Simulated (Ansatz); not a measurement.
## Run report: NiSi2, geometry relaxation (part 1 of 3)

- system: NiSi2 (24 atoms in the cell)
- method: DFT PBE, scalar-relativistic, plane waves, PAW, no spin polarisation (Ansatz 0.2.0)

The structure derives from an entry of the Crystallography Open Database. It belongs to a series of runs on one base structure; here: wire along [1 1 0], 24 atoms a period.

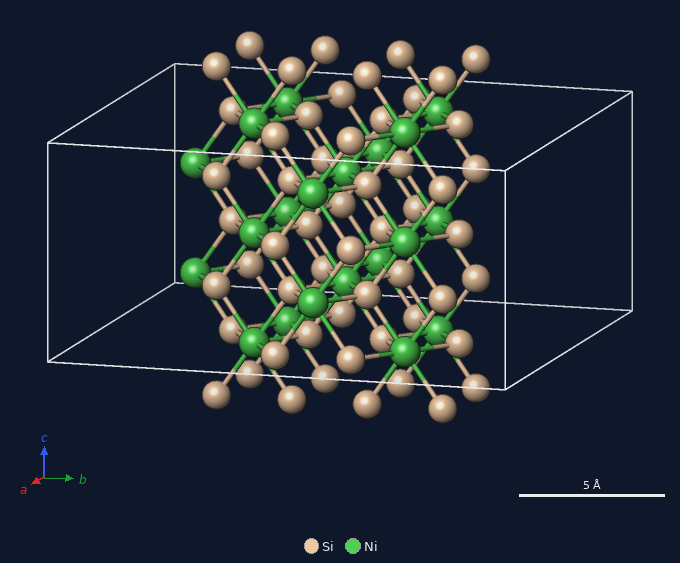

Figure 1. The input geometry (ball-and-stick view of the 2 repeat of the cell, with the vacuum cut short, seen slightly off an axis; bonded neighbours outside the cell are drawn too). An atom can appear more than once, as a periodic image.

Summary:

| quantity | value |
| --- | --- |
| outcome | converged |
| electrons treated | 208 |
| free energy | −56888.8783 eV |
| Fermi energy | −0.030 eV |
| gap on the k-point mesh | none (metallic) |
| final volume | 1188.74 Å³ |
| largest force (length of the vector) at the end | 0.007 eV/Å |
| hardware | 4 threads of Intel Xeon @ 2.70GHz, 189 GiB of memory available, shared host |
| wall time | 8.1 min (CPU time 30 min) |
| peak memory | 3.4 GiB |

Notes:

The program warns: the exchange-correlation potential is rough where the density is thin. The run has no spin polarisation, so a magnetic state may lie lower.

The input:
```yaml
crystal:
  lattice:
    - [16.7, 0.0, 0.0]
    - [0.0, 18.8, 0.0]
    - [0.0, 0.0, 3.8515145923]
  atoms:
    - { symbol: Si, position: [0.2693703837, 0.4637841478, 0.0] }
    - { symbol: Si, position: [0.7306296163, 0.4637841478, 0.0] }
    - { symbol: Si, position: [0.6153148082, 0.7535109655, 0.5] }
    - { symbol: Si, position: [0.6153148082, 0.4637841478, 0.5] }
    - { symbol: Ni, position: [0.6153148082, 0.681079261, 0.0] }
    - { symbol: Ni, position: [0.6153148082, 0.3913524434, 0.0] }
    - { symbol: Si, position: [0.6153148082, 0.6086475566, 0.5] }
    - { symbol: Si, position: [0.6153148082, 0.318920739, 0.5] }
    - { symbol: Si, position: [0.2693703837, 0.6086475566, 0.0] }
    - { symbol: Si, position: [0.7306296163, 0.6086475566, 0.0] }
    - { symbol: Ni, position: [0.5, 0.5362158522, 0.5] }
    - { symbol: Ni, position: [0.5, 0.2464890345, 0.5] }
    - { symbol: Si, position: [0.3846851918, 0.6086475566, 0.5] }
    - { symbol: Si, position: [0.3846851918, 0.318920739, 0.5] }
    - { symbol: Si, position: [0.5, 0.6086475566, 0.0] }
    - { symbol: Si, position: [0.5, 0.318920739, 0.0] }
    - { symbol: Ni, position: [0.2693703837, 0.5362158522, 0.5] }
    - { symbol: Ni, position: [0.7306296163, 0.5362158522, 0.5] }
    - { symbol: Si, position: [0.5, 0.7535109655, 0.0] }
    - { symbol: Si, position: [0.5, 0.4637841478, 0.0] }
    - { symbol: Si, position: [0.3846851918, 0.7535109655, 0.5] }
    - { symbol: Si, position: [0.3846851918, 0.4637841478, 0.5] }
    - { symbol: Ni, position: [0.3846851918, 0.681079261, 0.0] }
    - { symbol: Ni, position: [0.3846851918, 0.3913524434, 0.0] }
basis:
  ecutwfc: 420
kpoints:
  mp_grid: { grid: [1, 1, 14] }
hamiltonian:
  xc: pbe
scf:
  occupations: { method: gaussian, width: 0.05 }
output:
  forces: true
  stress: true
  eigenvalues: true
  populations: true
  write_density: true
  write_potential: true
  elf: true
  volumetric_format: npy
relax:
  adjacent_minimum: "off"
  f_tol: 0.02
  max_steps: 45
  cell: { fix: [a, b, alpha, beta, gamma], stress_tol: 0.03 }
```

Command:
```bash
ansatz run input.yaml --threads 4 --pin off --max-ram 11264MiB --backend cpu --events-out ev --progress --plain --runs-dir out
```

The program's output:
```
Engine: ansatz 0.2.0, x86_64-unknown-linux-gnu
Pseudopotentials: kind: paw
Pseudopotential: Si, paw, valence charge 4, recommended cutoff 420 eV (normal), Si.paw.azcp
Pseudopotential: Ni, paw, valence charge 18, recommended cutoff 420 eV (normal), Ni.paw.azcp
Functional definition: PBE
  parameter kappa = 0.804
  parameter beta = 0.06672455060314922
  exchange = pbe_x(kappa = kappa, mu = beta*pi^2/3)
  correlation = pbe_c(beta = beta)
Crystal: 24 atoms, lattice volume = 1209.222 Å³
Basis set: ecut = 420 eV, 23673 PW (Γ), exchange–correlation on 240×256×54 points (8 copies of the dense FFT grid, shifted against one another)
Bands: 128, of which v1, the nominal top of the filled ones, is band 104 counted from 1 (103 counted from 0)
Symmetry: 4 space group operations
Space group: Pmm2 (ITA 25), of the structure as read, at distance tolerance 1.1e-4 Å
k-points: 8 of 14
Non-local potential: Si, projectors of the file, l = 0: 2, l = 1: 2, l = 2: 2
Non-local potential: Ni, projectors of the file, l = 0: 3, l = 1: 2, l = 2: 3, l = 3: 1
PAW form: soft (Blöchl's): semilocal exchange-correlation on the pseudo side does not see the compensation charge
PAW one-centre angular grid: Si, 110 points (default); XC on 64 Gauss nodes
PAW one-centre angular grid: Ni, 590 points (default); XC on 64 Gauss nodes
Initial density: superposition of atomic densities (neutral atoms: chi_scale 0, normalization atom), corrected by the library's trained network
Initial wavefunctions: pseudopotential atomic-orbital guess
Functional: x = pbe(κ = 0.804, μ = 0.2195149727645171), c = pbe(β = 0.06672455060314922)
SCF iter   1: F=—  HF=-56888.151006 eV  |F-HF|=—  |Δ(HF+E_count)|=         —  Δρ=6.00e-3  dr2=7.30e-1  ethr=1.77e-3  ⟨swp⟩=8.6  Hψ=5144  notcnv=0  defer=33
preconditioner: auto → LDOS  [metal: Δε(μ)=0.045 eV  Ē_g=6.112 eV  σ=0.050 eV  W_gap=0.45  n_scr=180 (ndim 8)  ℏωp=12.8 eV  f_vac=0.621  D(μ)=9.85/eV (n_scr^D=36)  β→1.0]
SCF iter   2: F=—  HF=-56888.127046 eV  |F-HF|=—  |Δ(HF+E_count)|=   2.40e-2  Δρ=6.23e-3  dr2=4.83e-1  ethr=3.51e-4  ⟨swp⟩=2.6  Hψ=1696  notcnv=0  defer=136
SCF iter   3: F=—  HF=-56888.098232 eV  |F-HF|=—  |Δ(HF+E_count)|=   2.88e-2  Δρ=2.67e-3  dr2=5.84e-2  ethr=2.32e-4  ⟨swp⟩=2.5  Hψ=1419  notcnv=0  defer=136
SCF iter   4: F=—  HF=-56888.092809 eV  |F-HF|=—  |Δ(HF+E_count)|=   5.42e-3  Δρ=3.70e-4  dr2=1.97e-3  ethr=2.81e-5  ⟨swp⟩=2.0  Hψ=1496  notcnv=0  defer=136
SCF iter   5: F=—  HF=-56888.093739 eV  |F-HF|=—  |Δ(HF+E_count)|=   9.30e-4  Δρ=1.55e-4  dr2=2.92e-4  ethr=9.46e-7  ⟨swp⟩=2.0  Hψ=1431  notcnv=0  defer=136
SCF iter   6: F=—  HF=-56888.093956 eV  |F-HF|=—  |Δ(HF+E_count)|=   2.17e-4  Δρ=1.38e-4  dr2=2.03e-4  ethr=1.40e-7  ⟨swp⟩=2.0  Hψ=1424  notcnv=0  defer=136
SCF iter   7: F=—  HF=-56888.093976 eV  |F-HF|=—  |Δ(HF+E_count)|=   2.01e-5  Δρ=3.00e-5  dr2=2.17e-5  ethr=9.74e-8  ⟨swp⟩=2.0  Hψ=1243  notcnv=0  defer=136
SCF iter   8: F=—  HF=-56888.093506 eV  |F-HF|=—  |Δ(HF+E_count)|=   4.70e-4  Δρ=1.51e-5  dr2=6.06e-6  ethr=1.05e-8  ⟨swp⟩=2.0  Hψ=1586  notcnv=0  defer=136
SCF iter   9: F=—  HF=-56888.093507 eV  |F-HF|=—  |Δ(HF+E_count)|=   1.29e-6  Δρ=1.38e-5  dr2=2.64e-6  ethr=2.91e-9  ⟨swp⟩=2.0  Hψ=1326  notcnv=0  defer=136
SCF iter  10: F=—  HF=-56888.093507 eV  |F-HF|=—  |Δ(HF+E_count)|=   2.01e-7  Δρ=7.65e-6  dr2=6.58e-7  ethr=1.27e-9  ⟨swp⟩=2.0  Hψ=1201  notcnv=0  defer=136
SCF iter  11: F=-56888.093508 eV  HF=-56888.093508 eV  |F-HF|=2.93e-7  |Δ(HF+E_count)|=   3.39e-7  Δρ=2.23e-6  dr2=8.33e-8  ethr=4.81e-11  ⟨swp⟩=24.4  Hψ=10076  notcnv=0
SCF 1 converged in 11 iterations: F = -56888.093508 eV  dr2 = 8.33e-8
  greatest PAW one-centre occupation: 1.001 electrons in one spin orbital (limit 2), on the Ni atom at site 11 (counted from 0), in its partial waves of l = 1
relax step   1: F+E_penalty+E_count = -56888.09350792 eV  Δ(F+E_penalty+E_count) = +0.000e0 eV  max|allowed force component| = 1.587e0 eV/Å  Δτ_max = 0.0000 Å  P = -1.798 GPa  Ω = 1209.222 Å³  fix = [a, b, alpha, beta, gamma]  reactions: a -1.470, b -1.779 GPa  (11 SCF iters, dr2 threshold 1.00e-7 eV, accepted)
Crystal: 24 atoms, lattice volume = 1200.979 Å³
Basis set: ecut = 420 eV, 23537 PW (Γ), exchange–correlation on 240×256×54 points (8 copies of the dense FFT grid, shifted against one another)
Initial density: handed on by an earlier stage of this run
Initial wavefunctions: those handed on with the density
iter 1 solved again at ethr=3.08e-4 eV; its pass at ethr=3.10e-3 eV (dr2=6.41e-1 eV) is discarded
SCF iter   1: F=—  HF=-56888.796467 eV  |F-HF|=—  |Δ(HF+E_count)|=         —  Δρ=6.10e-3  dr2=6.63e-1  ethr=3.08e-4  ⟨swp⟩=6.9  Hψ=4797  notcnv=0  defer=1
preconditioner: auto → LDOS  [insulator: Δε(μ)=0.054 eV  Ē_g=6.323 eV  σ=0.050 eV  W_gap=0.54  n_scr=180 (ndim 8)  ℏωp=12.9 eV  f_vac=0.630  D(μ)=8.25/eV (n_scr^D=30)  ε∞_Penn≈5.1  β→1.0]
SCF iter   2: F=—  HF=-56888.798221 eV  |F-HF|=—  |Δ(HF+E_count)|=   1.75e-3  Δρ=6.50e-3  dr2=5.82e-1  ethr=3.08e-4  ⟨swp⟩=4.9  Hψ=2083  notcnv=0  defer=41
SCF iter   3: F=—  HF=-56888.718352 eV  |F-HF|=—  |Δ(HF+E_count)|=   7.99e-2  Δρ=1.90e-3  dr2=3.02e-2  ethr=2.80e-4  ⟨swp⟩=2.2  Hψ=1570  notcnv=0  defer=135
SCF iter   4: F=—  HF=-56888.718854 eV  |F-HF|=—  |Δ(HF+E_count)|=   5.02e-4  Δρ=8.85e-4  dr2=7.19e-3  ethr=1.45e-5  ⟨swp⟩=2.4  Hψ=1609  notcnv=0  defer=135
SCF iter   5: F=—  HF=-56888.720364 eV  |F-HF|=—  |Δ(HF+E_count)|=   1.51e-3  Δρ=2.77e-4  dr2=7.21e-4  ethr=3.46e-6  ⟨swp⟩=2.1  Hψ=1415  notcnv=0  defer=135
SCF iter   6: F=—  HF=-56888.720412 eV  |F-HF|=—  |Δ(HF+E_count)|=   4.82e-5  Δρ=1.43e-4  dr2=2.00e-4  ethr=3.47e-7  ⟨swp⟩=2.6  Hψ=1563  notcnv=0  defer=135
SCF iter   7: F=—  HF=-56888.720609 eV  |F-HF|=—  |Δ(HF+E_count)|=   1.97e-4  Δρ=4.94e-5  dr2=2.11e-5  ethr=9.62e-8  ⟨swp⟩=2.0  Hψ=1213  notcnv=0  defer=135
SCF iter   8: F=—  HF=-56888.720683 eV  |F-HF|=—  |Δ(HF+E_count)|=   7.40e-5  Δρ=1.78e-5  dr2=3.20e-6  ethr=1.01e-8  ⟨swp⟩=2.0  Hψ=1368  notcnv=0  defer=135
SCF iter   9: F=-56888.720692 eV  HF=-56888.720692 eV  |F-HF|=2.56e-8  |Δ(HF+E_count)|=   8.68e-6  Δρ=6.78e-6  dr2=7.28e-7  ethr=1.15e-9  ⟨swp⟩=28.1  Hψ=11698  notcnv=0
SCF 2 converged in 9 iterations: F = -56888.720692 eV  dr2 = 7.28e-7
[... from here on the iterations of each SCF are left out, up to the last one ...]
relax step   2: F+E_penalty+E_count = -56888.72069190 eV  Δ(F+E_penalty+E_count) = -6.272e-1 eV  max|allowed force component| = 8.852e-1 eV/Å  Δτ_max = 0.1573 Å  P = -0.792 GPa  Ω = 1200.979 Å³  energy of the carried Pulay correction = +5.442e-4 eV  fix = [a, b, alpha, beta, gamma]  reactions: a -0.544, b -0.682 GPa  (9 SCF iters, dr2 threshold 2.40e-6 eV, accepted)
Crystal: 24 atoms, lattice volume = 1183.994 Å³
Basis set: ecut = 420 eV, 23173 PW (Γ), exchange–correlation on 240×256×54 points (8 copies of the dense FFT grid, shifted against one another)
preconditioner: auto → LDOS  [metal: Δε(μ)=0.035 eV  Ē_g=6.481 eV  σ=0.050 eV  W_gap=0.37  n_scr=184 (ndim 8)  ℏωp=12.9 eV  f_vac=0.633  D(μ)=8.09/eV (n_scr^D=30)  β→1.0]
SCF 3 converged in 9 iterations: F = -56888.868797 eV  dr2 = 3.44e-7
relax step   3: F+E_penalty+E_count = -56888.86879707 eV  Δ(F+E_penalty+E_count) = -1.481e-1 eV  max|allowed force component| = 2.011e-1 eV/Å  Δτ_max = 0.1084 Å  P = +0.228 GPa  Ω = 1183.994 Å³  energy of the carried Pulay correction = +1.677e-3 eV  fix = [a, b, alpha, beta, gamma]  reactions: a +0.194, b +0.114 GPa  (9 SCF iters, dr2 threshold 2.40e-6 eV, accepted)
Crystal: 24 atoms, lattice volume = 1193.463 Å³
Basis set: ecut = 420 eV, 23417 PW (Γ), exchange–correlation on 240×256×54 points (8 copies of the dense FFT grid, shifted against one another)
preconditioner: auto → LDOS  [insulator: Δε(μ)=0.072 eV  Ē_g=6.444 eV  σ=0.050 eV  W_gap=0.67  n_scr=180 (ndim 8)  ℏωp=12.9 eV  f_vac=0.634  D(μ)=6.38/eV (n_scr^D=20)  ε∞_Penn≈5.0  β→1.0]
SCF 4 converged in 10 iterations: F = -56888.861502 eV  dr2 = 3.70e-8
relax step   4: F+E_penalty+E_count = -56888.86150235 eV  Δ(F+E_penalty+E_count) = +7.295e-3 eV  max|allowed force component| = 8.454e-2 eV/Å  Δτ_max = 0.0689 Å  P = +0.023 GPa  Ω = 1193.463 Å³  energy of the carried Pulay correction = +1.044e-3 eV  fix = [a, b, alpha, beta, gamma]  (10 SCF iters, dr2 threshold 2.40e-6 eV, rejected (line search))
Crystal: 24 atoms, lattice volume = 1188.695 Å³
Basis set: ecut = 420 eV, 23297 PW (Γ), exchange–correlation on 240×256×54 points (8 copies of the dense FFT grid, shifted against one another)
preconditioner: auto → LDOS  [insulator: Δε(μ)=0.059 eV  Ē_g=6.441 eV  σ=0.050 eV  W_gap=0.58  n_scr=184 (ndim 8)  ℏωp=12.9 eV  f_vac=0.631  D(μ)=6.59/eV (n_scr^D=20)  ε∞_Penn≈5.0  β→1.0]
SCF 5 converged in 16 iterations: F = -56888.879450 eV  dr2 = 4.73e-12
relax step   5: F+E_penalty+E_count = -56888.87945048 eV  Δ(F+E_penalty+E_count) = -1.065e-2 eV  max|allowed force component| = 2.410e-2 eV/Å  Δτ_max = 0.0236 Å  P = -0.020 GPa  Ω = 1188.695 Å³  energy of the carried Pulay correction = +1.362e-3 eV  fix = [a, b, alpha, beta, gamma]  reactions: a -0.019, b -0.026 GPa  (16 SCF iters, accepted)
Crystal: 24 atoms, lattice volume = 1188.740 Å³
preconditioner: auto → LDOS  [insulator: Δε(μ)=0.059 eV  Ē_g=6.440 eV  σ=0.050 eV  W_gap=0.59  n_scr=184 (ndim 8)  ℏωp=12.9 eV  f_vac=0.632  D(μ)=6.34/eV (n_scr^D=20)  ε∞_Penn≈5.0  β→1.0]
SCF 6 converged in 8 iterations: F = -56888.879660 eV  dr2 = 1.33e-8
relax step   6: F+E_penalty+E_count = -56888.87965967 eV  Δ(F+E_penalty+E_count) = -2.092e-4 eV  max|allowed force component| = 7.224e-3 eV/Å  Δτ_max = 0.0044 Å  P = -0.001 GPa  Ω = 1188.740 Å³  energy of the carried Pulay correction = +1.359e-3 eV  fix = [a, b, alpha, beta, gamma]  reactions: a +0.003, b +0.001 GPa  (8 SCF iters, dr2 threshold 3.63e-8 eV, accepted)
Initial wavefunctions: pseudopotential atomic-orbital guess (no wavefunctions were taken with the density)
iter 1 solved again at ethr=2.58e-6 eV; its pass at ethr=3.10e-3 eV (dr2=5.36e-3 eV) is discarded
SCF iter   1: F=—  HF=-56888.878774 eV  |F-HF|=—  |Δ(HF+E_count)|=         —  Δρ=1.17e-5  dr2=2.55e-7  ethr=2.58e-6  ⟨swp⟩=4.9  Hψ=8741  notcnv=0
eigensolver tolerance schedule: the retry pair's looser diagonalisation over-reported the residual by 21045.65 of it (diagonalisation noise at an unbounded share of the residual, at the tolerance the schedule requests for it); recorded, not acted on — ethr = c·dr2/N_el stays at c = 1.0e-1
preconditioner: auto → LDOS  [insulator: Δε(μ)=0.059 eV  Ē_g=6.440 eV  σ=0.050 eV  W_gap=0.59  n_scr=184 (ndim 8)  ℏωp=12.9 eV  f_vac=0.632  D(μ)=6.33/eV (n_scr^D=20)  ε∞_Penn≈5.0  β→1.0]
SCF iter   2: F=—  HF=-56888.878271 eV  |F-HF|=—  |Δ(HF+E_count)|=   5.03e-4  Δρ=3.88e-5  dr2=1.30e-5  ethr=1.23e-10  ⟨swp⟩=4.4  Hψ=3280  notcnv=0
SCF iter   3: F=—  HF=-56888.878269 eV  |F-HF|=—  |Δ(HF+E_count)|=   2.43e-6  Δρ=1.78e-5  dr2=2.29e-6  ethr=1.23e-10  ⟨swp⟩=3.0  Hψ=2283  notcnv=0
SCF iter   4: F=—  HF=-56888.878270 eV  |F-HF|=—  |Δ(HF+E_count)|=   8.71e-7  Δρ=2.07e-6  dr2=4.87e-8  ethr=1.23e-10  ⟨swp⟩=2.6  Hψ=1837  notcnv=0
SCF iter   5: F=—  HF=-56888.878270 eV  |F-HF|=—  |Δ(HF+E_count)|=   2.45e-7  Δρ=2.44e-6  dr2=6.40e-8  ethr=2.34e-11  ⟨swp⟩=3.0  Hψ=1918  notcnv=0
SCF iter   6: F=—  HF=-56888.878270 eV  |F-HF|=—  |Δ(HF+E_count)|=   2.56e-8  Δρ=9.96e-7  dr2=1.71e-8  ethr=2.34e-11  ⟨swp⟩=2.0  Hψ=1196  notcnv=0
SCF iter   7: F=—  HF=-56888.878270 eV  |F-HF|=—  |Δ(HF+E_count)|=   4.71e-9  Δρ=3.19e-7  dr2=1.45e-9  ethr=8.23e-12  ⟨swp⟩=2.6  Hψ=1348  notcnv=0
SCF iter   8: F=—  HF=-56888.878270 eV  |F-HF|=—  |Δ(HF+E_count)|=   1.96e-9  Δρ=9.42e-8  dr2=2.17e-10  ethr=1.00e-12  ⟨swp⟩=2.0  Hψ=1450  notcnv=0
SCF iter   9: F=-56888.878270 eV  HF=-56888.878270 eV  |F-HF|=2.18e-11  |Δ(HF+E_count)|=  5.82e-11  Δρ=9.19e-8  dr2=8.36e-11  ethr=1.00e-12  ⟨swp⟩=12.5  Hψ=6210  notcnv=0
SCF 7 converged in 9 iterations: F = -56888.878270 eV  dr2 = 8.36e-11
relax step   7: F+E_penalty+E_count = -56888.87827020 eV  Δ(F+E_penalty+E_count) = +1.389e-3 eV  max|allowed force component| = 7.131e-3 eV/Å  Δτ_max = 0.0000 Å  P = -0.001 GPa  Ω = 1188.740 Å³  fix = [a, b, alpha, beta, gamma]  reactions: a +0.003, b +0.002 GPa  stress off target by 7.14e-3 GPa on what of the cell is left free  SCF on the basis re-selected at this cell (its energy is not comparable with the rows above)  (9 SCF iters)
```

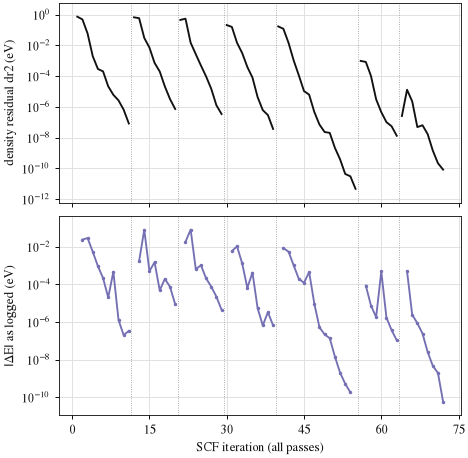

Figure 2. Convergence of the self-consistent field: density residual dr2 and size of the energy change against the SCF iteration. The dotted lines part the SCF passes of the relaxation: geometry steps, rejected trials and re-solves on a re-selected basis. The 7 passes take 8 to 16 iterations each, 72 in all.
